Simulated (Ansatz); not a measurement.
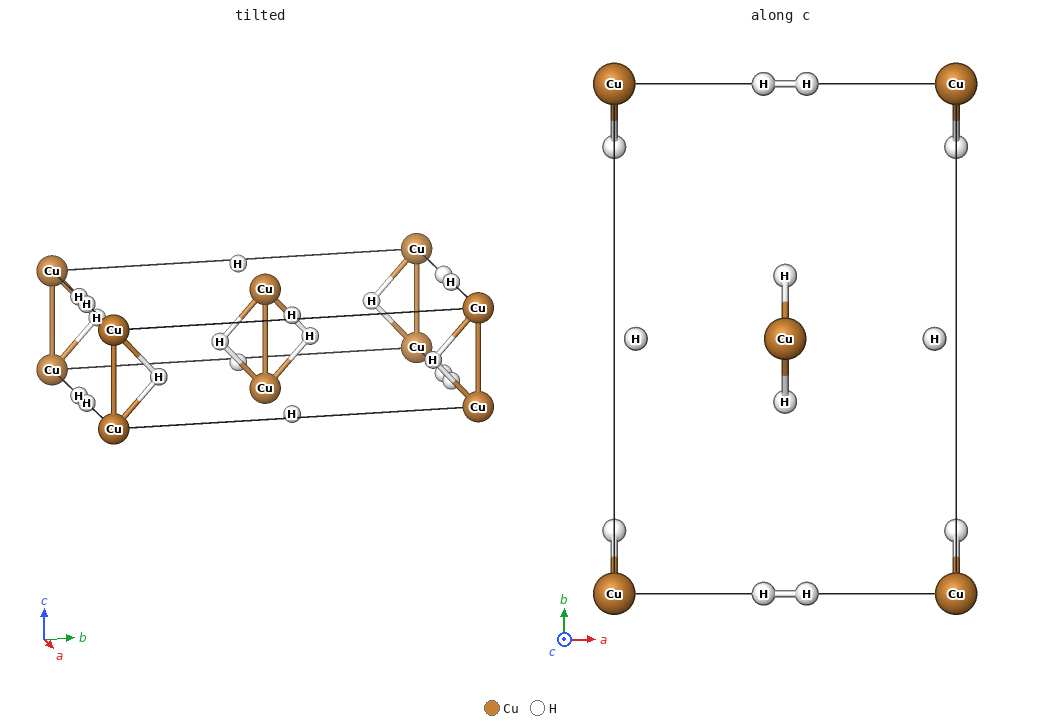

Shown here is a ball-and-stick view of the crystal, taken slightly off an axis and along the c axis. The conventional unit cell is outlined; an atom on or near a face, edge or corner is repeated at each equivalent position. Cell: a = 5.95 Å, b = 8.88 Å, c = 2.40 Å, α = 90.00°, β = 90.00°, γ = 90.00°.

It derives from a structure type filled with these elements by a generator (whether the compound takes this form wasn't checked). Earlier steps of the study may have refined or changed the cell and positions. A calculation with Ansatz used it as input.

Question: Caption:

Answer: It has the composition CuH4. Space group: Cmmm (No. 65). Lattice: base-centred orthorhombic. Counting shared atoms by their share gives 2 Cu, 8 H, or 10 atoms. By contacts within bonding range, the coordination numbers are Cu 6 and H 1 to 2 (mean 1.5).

The numbers come from Ansatz 0.2.0, DFT PBE, scalar-relativistic, plane waves, PAW, using E_cut = 420 eV, k-points about 0.16 Å⁻¹ apart, Gaussian smearing of 0.1 eV, no spin polarisation.

Question: What is the band gap, if any?

Answer: A metal: bands cross the Fermi level.

Question: Predict the Bader charges.

Answer: Cu +0.49 e; H -0.24 to -0.01 e.

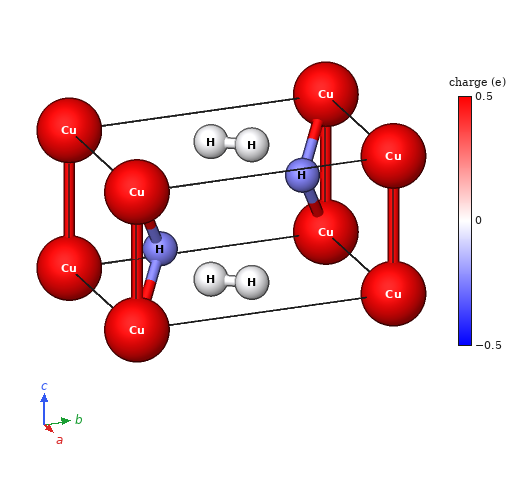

The atoms coloured by those charges. The run's cell of 5 atoms is drawn, so axes and origin can differ from the first picture.

Question: Do the forces and the stress vanish for this geometry?

Answer: Yes. All forces vanish to within 0.01 eV/Å. The pressure is 0.0 GPa, close to zero.
